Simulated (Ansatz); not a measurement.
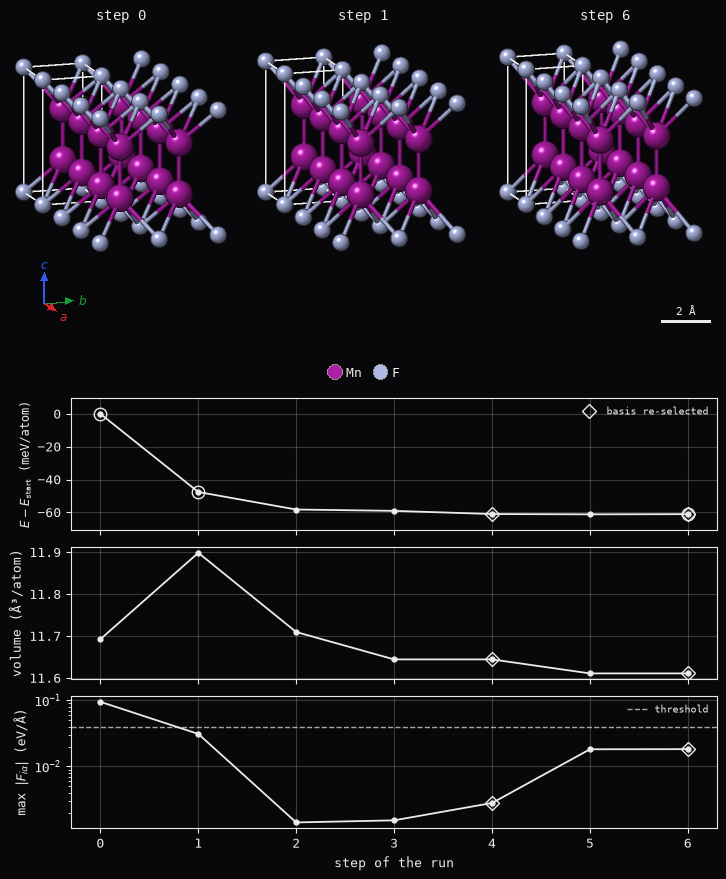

Frames of a relaxation of crystalline Mn2F (a generated structure, set up in P4/mmm) (coarse preliminary run), marked on the history of the run. Style: ball-and-stick. Shown: the cell of the calculation, repeated 4 × 2 × 1 with one cell outlined, slightly off an axis.

The calculation used DFT PBE, scalar-relativistic, plane waves, PAW (Ansatz 0.2.0). (plane-wave cutoff 420 eV; k-point mesh 6 × 6 × 4; occupations gaussian; smearing width 0.1 eV; collinear spin; cell and atoms relaxed; force threshold 0.04 eV/Å; at most 70 steps)

Question: What happens along the run?

Answer: The largest moves relative to the cell, 0.075 Å, are those of Mn atoms. F stays in place. The drawn cell changes as follows: a = b 2.571 → 2.465 Å (−4.1 %), c 5.305 → 5.732 Å (+8.1 %); the volume changes by −0.7 %. Among the contacts that change: Mn–Mn 2.571 → 2.465 Å, F–Mn 2.399 → 2.482 Å, Mn–Mn 2.175 → 2.200 Å. The space group stays P4/mmm (No. 123). After 4 accepted moves (6 points after the start) the energy has fallen by 61.1 meV per atom. Largest force component: 0.095 eV/Å at the start, 0.018 eV/Å at the end. Pressure: 5.21 GPa at the start and 0.10 GPa at the end. The SCF was repeated twice at an unchanged geometry on a basis and grid sized afresh for the cell, which shifted the energy by 1.9 meV per atom at most. From step 0 to 1: Mn atoms move most (0.04 Å), volume +1.8 %, energy −47.6 meV per atom. From step 1 to 6: Mn atoms move most (0.03 Å), volume −2.4 %, energy −13.5 meV per atom.

```csv
step,"E − E(0), meV/atom","largest force component, eV/Å","pressure, GPa","volume, Å³/atom",note
0,0.00,0.0954,5.21,11.693,
1,-47.61,0.0311,0.41,11.899,
2,-58.27,0.0014,-1.26,11.710,
3,-59.09,0.0015,-0.32,11.644,
4,-61.03,0.0028,-0.07,11.644,"same geometry, new basis"
5,-61.20,0.0182,0.12,11.611,
6,-61.09,0.0183,0.10,11.611,"same geometry, new basis"
```

Limits of the set-up: the k-point mesh is coarse for a cell with partly filled bands.
